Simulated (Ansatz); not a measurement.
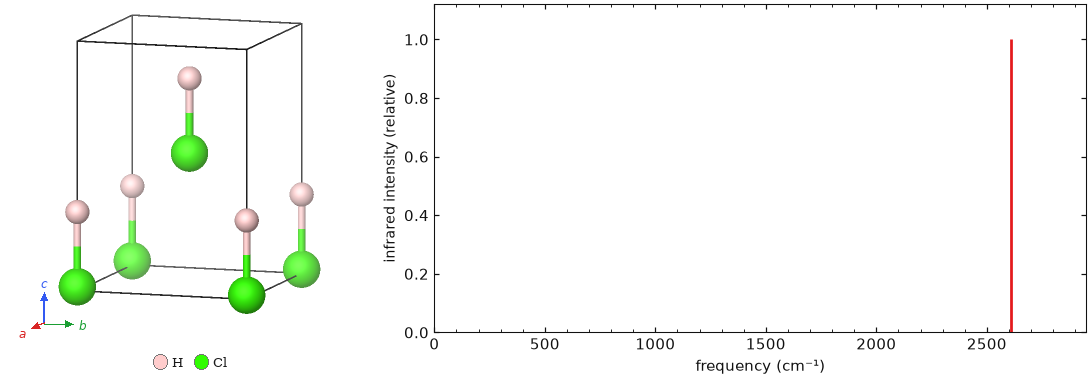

The plot gives the computed infrared spectrum of the zone-centre phonons for HCl, space group I4mm (No. 107). The spectrum is scaled to its strongest line. These are zero-field (TO) frequencies; inactive modes don't show. Modes with imaginary frequency are left out of the spectrum. The conventional cell is drawn beside the plot.

Starting cell:
```yaml
crystal:
  lattice:
    - [-1.53935, 1.53935, 2.18487]
    - [1.53935, -1.53935, 2.18487]
    - [1.53935, 1.53935, -2.18487]
  atoms:
    - { symbol: H, position: [0.68441, 0.68441, 0.00000] }
    - { symbol: Cl, position: [0.98359, 0.98359, 0.00000] }
```

Calculation (Ansatz 0.2.0): infrared-active and silent optical phonons at the zone centre of an insulator with atoms at rest in the given cell, intensity summed over the level, zero macroscopic field, imaginary frequencies are negative, field response on a mesh refined by the program; PAW. Level: PBEsol, no spin polarisation.

wave cutoff 420 eV; k mesh 8×8×8; occupations fixed; pressure 22 GPa.

Question: Which are the strongest infrared lines?

Answer: The strongest infrared line is at 2607.3 cm⁻¹, the only infrared-active level among the modes of real frequency.

Limits of the calculation: coarse k mesh.
